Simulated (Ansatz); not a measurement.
# KBr: one change and its effect

System: KBr (2 atoms in the cell).
Method of the first run: DFT, PBEsol, all-electron LAPW, scalar-relativistic, no spin polarisation (Ansatz 0.2.0).

The structure derives from an entry of the Crystallography Open Database. Text and figures count atoms from 1; the logs count them from 0 in places.

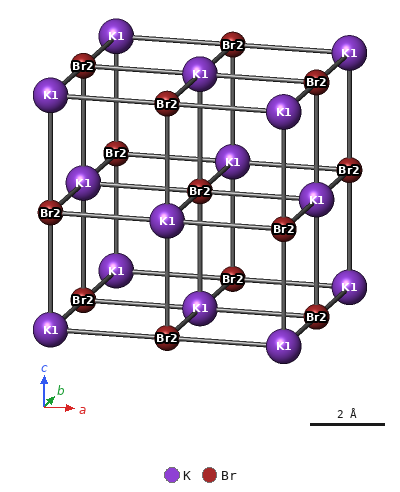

**Figure 1.** The structure (ball-and-stick view of the cell 4 times as large as that of the calculation, set on its symmetry axes, seen slightly off an axis; atoms are numbered from 1 in the order of the input). Near neighbours in the crystal (not all of them lie inside the picture): K has 6 Br at 3.29 Å; Br has 6 K at 3.29 Å.

## Input file, the first run
```yaml
crystal:
  lattice:
    - [0.0, 3.2925, 3.2925]
    - [3.2925, 0.0, 3.2925]
    - [3.2925, 3.2925, 0.0]
  atoms:
    - { symbol: K, position: [0.0, 0.0, 0.0] }
    - { symbol: Br, position: [0.5, 0.5, 0.5] }
kpoints:
  mp_grid: { grid: [6, 6, 6] }
  band_path:
    path:
      - [0.0, 0.0, 0.0]
      - [0.5, 0.0, 0.5]
      - [0.625, 0.25, 0.625]
      - [0.375, 0.375, 0.75]
      - [0.0, 0.0, 0.0]
      - [0.5, 0.5, 0.5]
      - [0.5, 0.25, 0.75]
      - [0.5, 0.0, 0.5]
    npoints: 5
scf:
  occupations: { method: fermi_dirac, width: 0.01 }
hamiltonian:
  xc: pbesol
  pseudopotentials: { kind: all_electron, lapw: { basis_error: 0.001 } }
output:
  forces: true
  stress: true
  eigenvalues: true
```

Hardware: 1 thread of an x86-64 CPU, shared host.

## Output, shortened to warnings, some set-up lines, iterations and results (the first run)
```
Basis set: ecut = 128.90453597514116 eV, 259 PW (Γ), exchange–correlation at level 2
Symmetry: 48 space group operations
k-points: 16 of 216
Initial density: superposition of atomic densities (chi_scale 0.1, normalization cell, long waves kept (reshape's long-wave potential 0.00 eV rms))
[...]
SCF iter   1: F=—  HF=-87244.964397 eV  |F-HF|=—  |Δ(HF+E_count)|=         —  Δρ=1.34e-2  dr2=3.32e-1  ethr=9.77e-4  ⟨swp⟩=2.2  Hψ=2150  notcnv=0
SCF iter   2: F=—  HF=-87244.810448 eV  |F-HF|=—  |Δ(HF+E_count)|=   1.54e-1  Δρ=3.20e-3  dr2=1.71e-2  ethr=5.03e-5  ⟨swp⟩=2.1  Hψ=1875  notcnv=0
SCF iter   3: F=—  HF=-87244.814717 eV  |F-HF|=—  |Δ(HF+E_count)|=         —  Δρ=1.89e-3  dr2=6.32e-3  ethr=5.03e-5  ⟨swp⟩=3.0  Hψ=1166  notcnv=0
SCF iter   4: F=—  HF=-87244.818753 eV  |F-HF|=—  |Δ(HF+E_count)|=   4.04e-3  Δρ=3.15e-4  dr2=1.52e-4  ethr=1.86e-5  ⟨swp⟩=3.0  Hψ=1181  notcnv=0
SCF iter   5: F=—  HF=-87244.819002 eV  |F-HF|=—  |Δ(HF+E_count)|=   2.49e-4  Δρ=6.03e-5  dr2=4.92e-6  ethr=4.47e-7  ⟨swp⟩=2.9  Hψ=1148  notcnv=0
SCF iter   6: F=—  HF=-87244.819019 eV  |F-HF|=—  |Δ(HF+E_count)|=   1.74e-5  Δρ=4.34e-6  dr2=1.66e-8  ethr=1.45e-8  ⟨swp⟩=3.0  Hψ=1150  notcnv=0
SCF iter   7: F=-87244.819019 eV  HF=-87244.819019 eV  |F-HF|=2.31e-9  |Δ(HF+E_count)|=   3.53e-8  Δρ=1.27e-6  dr2=2.02e-9  ethr=4.87e-11  ⟨swp⟩=3.0  Hψ=1152  notcnv=0
SCF 1 converged in 7 iterations: F = -87244.819019 eV  dr2 = 2.02e-9
NSCF: frozen V_eff on 36 k-points
SCF converged after 7 iterations
Free energy (F): -87244.819019 eV
Harris-Foulkes:  -87244.819019 eV  (|F-HF|=2.31e-9)
Internal energy: -87244.819019 eV  (E = F + TS)
E sigma→0 (E₀):  -87244.819019 eV
Fermi energy:    4.254775 eV
--- Per-component energies (eV) ---
  E_band       = -2106.236096
  E_kinetic    = 89128.669217
  E_xc         = -3352.714304
  E_electrostatic = -173020.773932  (all electrons and nuclei)
  E_smearing   = -0.000000  (= −TS)
  E_closure    = 0.000000  (closes the sum)
  E_atoms      = -87238.396211  (free atoms, spherical and without spin; not in F)
  Σ components = -87244.819019   (vs F -87244.819019, Δ=0.00e0)
  Basis errors (estimates in eV, not in F): energy 4.1e-4 per atom: plane waves 3.7e-4 (2.0e-4 summed), levels above the bands 8.3e-272, relativity 1.7e-8, radial functions 3.8e-5, core shells 1.7e-7; eigenvalues (radial functions only) 5.3e-6; not estimated: angular momenta, meshes, grids; target …
--- Forces (eV/Å), atoms counted from 1 ---
  atom   1  K      0.00000000     0.00000000    -0.00000000
  atom   2  Br    -0.00000000    -0.00000000    -0.00000000
  max |Σ_I F_I| component: 2.15e-31 eV/Å
--- Stress (GPa, compression-positive) ---
       -0.236126       0.000000      -0.000000
        0.000000      -0.236126       0.000000
       -0.000000       0.000000      -0.236126
  P = ⅓ Tr σ = -0.2361 GPa (-2.361 kbar)
```

The second run used a changed input.

## The two runs side by side

| quantity | the first run | the second run |
| --- | --- | --- |
| outcome | converged | converged |
| free energy per atom (eV) | −43622.4095 | −43591.3104 |
| gap on the mesh (eV) | 4.30 | 4.05 |
| pressure (GPa) | −0.24 | −1.56 |
| largest force (eV/Å) | 0.000 | 0.000 |
| SCF iterations | 7 | 7 |
| irreducible k-points | 16 | 16 |
| plane waves at Γ | 259 | 259 |
| wall time (shared host) | 8 s | 7.3 s |

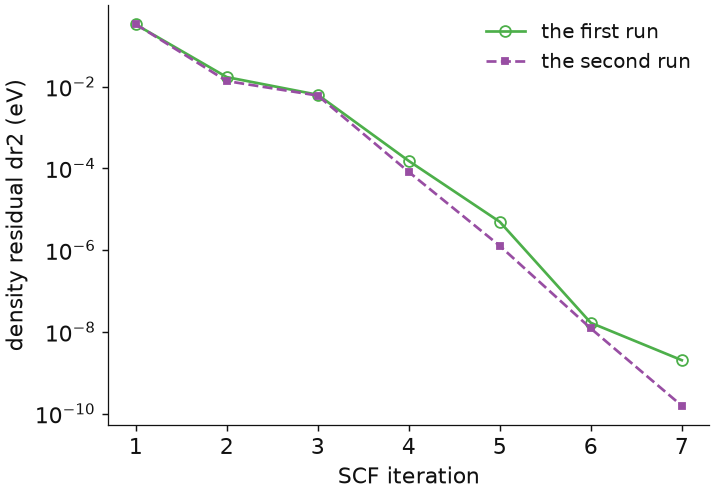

**Figure 2.** Convergence of the two runs: density residual dr2 against the SCF iteration. The first run takes 7 iterations in all, and the second run takes 7.

What was changed in the input?

The change (lines with − go, lines with + come):
```diff
-  xc: pbesol
+  xc: lda
```

The total energies belong to different methods, so their difference says nothing on which is more stable or more accurate. The gap on the mesh goes from 4.30 to 4.05 eV. The pressure goes from −0.24 to −1.56 GPa. The functional changes from PBEsol to LDA. Along LDA, PBEsol, PBE and RPBE the binding weakens and the preferred volume grows, so the same cell is under more pressure with the later ones. The number of SCF iterations is the same.

## Output, shortened to warnings, some set-up lines, iterations and results (the second run)
```
Basis set: ecut = 128.58354144348607 eV, 259 PW (Γ), exchange–correlation at level 2
Symmetry: 48 space group operations
k-points: 16 of 216
Initial density: superposition of atomic densities (chi_scale 0.1, normalization cell, long waves kept (reshape's long-wave potential 0.00 eV rms))
[...]
SCF iter   1: F=—  HF=-87182.803395 eV  |F-HF|=—  |Δ(HF+E_count)|=         —  Δρ=1.35e-2  dr2=3.37e-1  ethr=9.93e-4  ⟨swp⟩=2.2  Hψ=2151  notcnv=0
SCF iter   2: F=—  HF=-87182.625766 eV  |F-HF|=—  |Δ(HF+E_count)|=   1.78e-1  Δρ=2.94e-3  dr2=1.37e-2  ethr=4.03e-5  ⟨swp⟩=2.1  Hψ=1873  notcnv=0
SCF iter   3: F=—  HF=-87182.620513 eV  |F-HF|=—  |Δ(HF+E_count)|=   5.25e-3  Δρ=1.85e-3  dr2=6.05e-3  ethr=4.03e-5  ⟨swp⟩=2.8  Hψ=1121  notcnv=0
SCF iter   4: F=—  HF=-87182.620817 eV  |F-HF|=—  |Δ(HF+E_count)|=   3.05e-4  Δρ=2.39e-4  dr2=8.16e-5  ethr=1.78e-5  ⟨swp⟩=2.6  Hψ=1115  notcnv=0
SCF iter   5: F=—  HF=-87182.620827 eV  |F-HF|=—  |Δ(HF+E_count)|=   9.29e-6  Δρ=3.46e-5  dr2=1.27e-6  ethr=2.40e-7  ⟨swp⟩=2.1  Hψ=1048  notcnv=0
SCF iter   6: F=—  HF=-87182.620828 eV  |F-HF|=—  |Δ(HF+E_count)|=   1.51e-6  Δρ=3.87e-6  dr2=1.21e-8  ethr=3.74e-9  ⟨swp⟩=2.9  Hψ=1062  notcnv=0
SCF iter   7: F=-87182.620828 eV  HF=-87182.620828 eV  |F-HF|=5.82e-11  |Δ(HF+E_count)|=   2.99e-8  Δρ=4.33e-7  dr2=1.55e-10  ethr=3.56e-11  ⟨swp⟩=3.0  Hψ=1102  notcnv=0
SCF 1 converged in 7 iterations: F = -87182.620828 eV  dr2 = 1.55e-10
NSCF: frozen V_eff on 36 k-points
SCF converged after 7 iterations
Free energy (F): -87182.620828 eV
Harris-Foulkes:  -87182.620828 eV  (|F-HF|=5.82e-11)
Internal energy: -87182.620828 eV  (E = F + TS)
E sigma→0 (E₀):  -87182.620828 eV
Fermi energy:    3.939337 eV
--- Per-component energies (eV) ---
  E_band       = -2112.161550
  E_kinetic    = 89036.857777
  E_xc         = -3288.971532
  E_electrostatic = -172930.507073  (all electrons and nuclei)
  E_smearing   = -0.000000  (= −TS)
  E_closure    = 0.000000  (closes the sum)
  E_atoms      = -87175.821083  (free atoms, spherical and without spin; not in F)
  Σ components = -87182.620828   (vs F -87182.620828, Δ=0.00e0)
  Basis errors (estimates in eV, not in F): energy 3.5e-4 per atom: plane waves 3.4e-4 (1.9e-4 summed), levels above the bands 3.4e-271, relativity 8.8e-10, radial functions 1.2e-5, core shells 1.8e-7; eigenvalues (radial functions only) 5.0e-6; not estimated: angular momenta, meshes, grids; target …
--- Forces (eV/Å), atoms counted from 1 ---
  atom   1  K     -0.00000000    -0.00000000    -0.00000000
  atom   2  Br     0.00000000    -0.00000000     0.00000000
  max |Σ_I F_I| component: 7.50e-32 eV/Å
--- Stress (GPa, compression-positive) ---
       -1.563886       0.000000      -0.000000
        0.000000      -1.563886      -0.000000
       -0.000000      -0.000000      -1.563886
  P = ⅓ Tr σ = -1.5639 GPa (-15.639 kbar)
```
